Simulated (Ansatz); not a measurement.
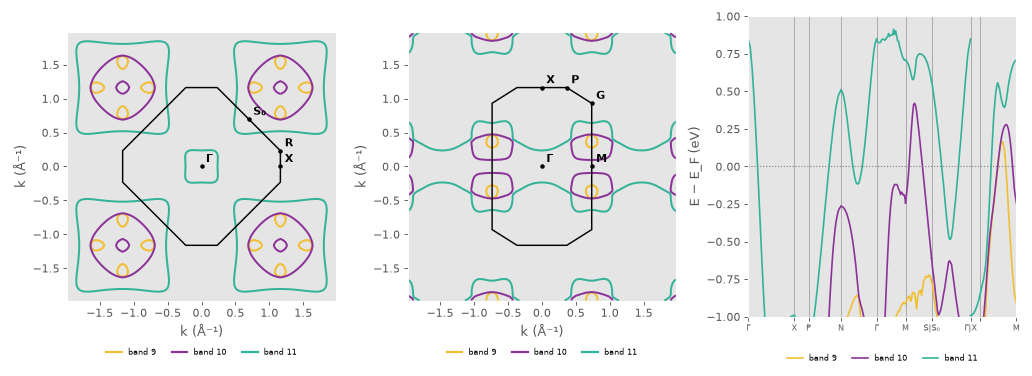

TiAl$_{3}$ (space group I4/mmm, No. 139): cuts through the Fermi surface in the plane through Γ, X and R and the plane through Γ, M and X, and the bands that cross the Fermi level.

Computed with Ansatz 0.2.0, DFT PBEsol, scalar-relativistic, plane waves, PAW; levels and slopes on a dense k mesh at the converged density. No spin polarisation. The levels come from a k mesh of 24×24×24 points. Cell and positions as given, without relaxation. The cell comes from a database of computed structures, not from a measurement.

Give each band's level at the labelled points, in eV from the Fermi level.

```json
{"band": "band 9", "Γ": "below", "M": "−0.91", "X": "below", "P": "below", "N": "below"}
{"band": "band 10", "Γ": "below", "M": "−0.24", "X": "below", "P": "below", "N": "−0.27"}
{"band": "band 11", "Γ": "+0.85", "M": "+0.71", "X": "−0.99", "P": "below", "N": "+0.51"}
```

Negative values are filled states; "above" and "below" lie outside the plotted window.

A magnetic state wasn't tried and may lie lower.
